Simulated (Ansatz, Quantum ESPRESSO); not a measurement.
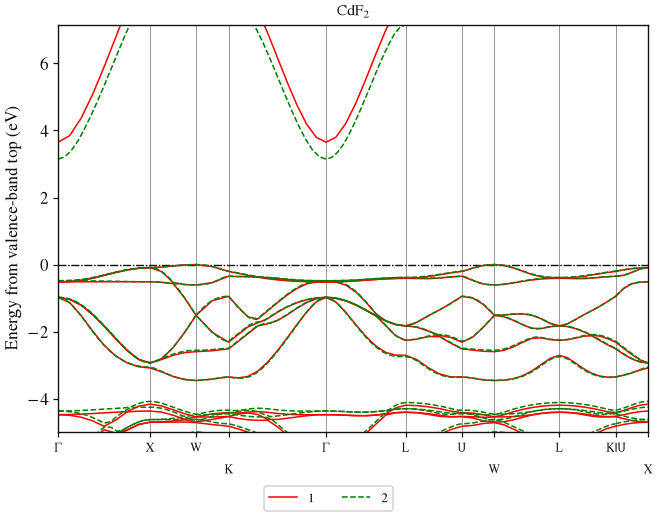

Band structures of fluorite-type CdF$_{2}$, space group Fm-3m, 3 atoms in the primitive cell (cubic a = 5.388 Å), by two methods on the same cell. Each is counted from its own valence-band top.

**Which curve is which? The methods: BLYP (Ansatz), r2SCAN (Quantum ESPRESSO).**

1 is r2SCAN (Quantum ESPRESSO); 2 is BLYP (Ansatz). r2SCAN (Quantum ESPRESSO) gives a gap of 3.65 eV along the path and BLYP (Ansatz) gives a gap of 3.15 eV along the path.

Settings. r2SCAN (Quantum ESPRESSO): SG15 PBE 1.2, no spin polarisation, no spin-orbit coupling, 7×7×7 k mesh, 1197 eV cutoff, Fermi-Dirac smearing of 0.05 eV (Quantum ESPRESSO 7.5). BLYP (Ansatz): Ansatz PAW, no spin polarisation, no spin-orbit coupling, 5×5×5 k mesh, 420 eV cutoff, Fermi-Dirac smearing of 0.05 eV (Ansatz 0.2.0).

Bands are joined in order of energy. The two runs differ in program as well. The cell is at 9 GPa in BLYP (Ansatz) and −1 GPa in r2SCAN (Quantum ESPRESSO). LDA, GGA and most meta-GGA functionals understate gaps. BLYP (Ansatz): the PAW data sets were made with another functional. r2SCAN (Quantum ESPRESSO): the potentials were made for another functional.
